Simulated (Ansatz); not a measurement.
Al2Cu

```
CELL_PARAMETERS angstrom
4.15849 0.00000 0.00000
0.00000 4.15849 0.00000
0.00000 0.00000 2.90481
ATOMIC_POSITIONS crystal
Cu 0.00000 0.00000 0.00000
Al 0.00000 0.50000 0.50000
Al 0.50000 0.00000 0.50000
```

Space group P4/mmm; a structure from a database of computed crystals, not necessarily the ambient phase.

Level of theory: Ansatz, Kohn-Sham DFT of a periodic cell, RPBE, Ansatz PAW.

The density is the valence pseudo-density of a PAW calculation; it isn't the true density close to the nuclei.

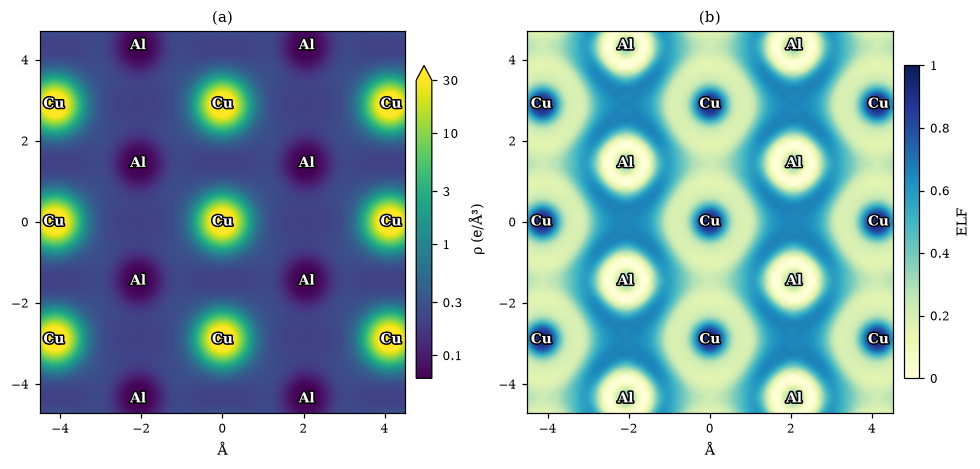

Figure 1. (a) valence pseudo-density; (b) electron localisation function on the (100) plane of the conventional cell.

### What does the map show?

The plane passes through Cu and Al nuclei. Al–Cu (2.54 Å): the density is about 0.29 e/Å³ at the midpoint; the ELF peaks at about 0.65 between the atoms. Between the atoms the lowest density in this plane is 0.2 e/Å³. The features right at Cu lie inside the PAW spheres, where the map follows smoothed inner orbitals and isn't to be read closely.

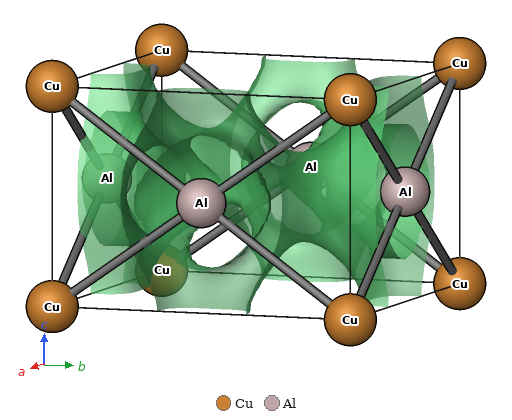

Figure 2. Isosurface of the ELF at 0.55 (green), seen slightly off an axis. Core shells and regions of very low density are left out. Sticks mark near contacts.

### Describe the localisation domains.

The ELF exceeds this value in one network that runs through the whole crystal, counted in one cell of 3 atoms. Any copies at cell faces, edges or corners count once.

### Does the calculation give a band gap?

It is metallic or semimetallic at this level of theory: no gap opens.
